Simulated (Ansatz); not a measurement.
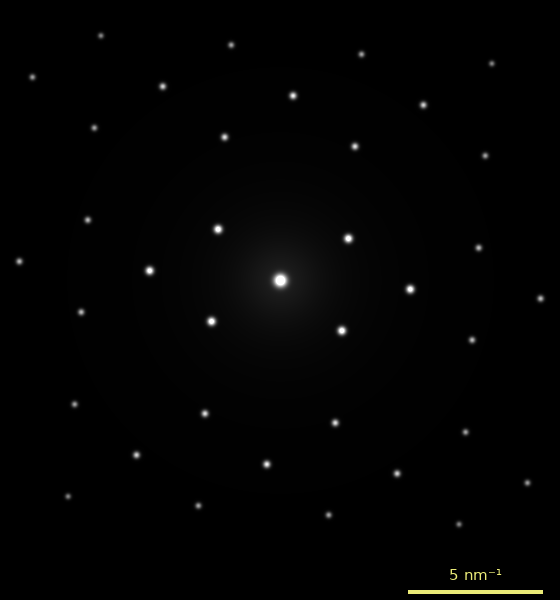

Simulated selected-area electron diffraction pattern (300 kV, kinematic approximation, thin crystal, B = 0.5 Å² for all atoms).

Candidate phases (model or computed cells):
A. Cu, space group Fm-3m (No. 225), a = 3.52 Å
B. Al, space group Fm-3m (No. 225), a = 4.050 Å
C. Ge, space group Fd-3m (No. 227), a = 5.761 Å
D. Co, space group Im-3m (No. 229), a = 2.811 Å

Identify the phase and the zone axis.

Candidate C (Ge), along [110] or an equivalent direction. The spots form a centred rectangular net with both shortest vectors at d = 3.33 Å, 70.5° apart. They index as -1 1 -1 and -1 1 1; no zone of the other candidates with indices up to 3 has this net. Some points of the net are extinct or too weak to see.
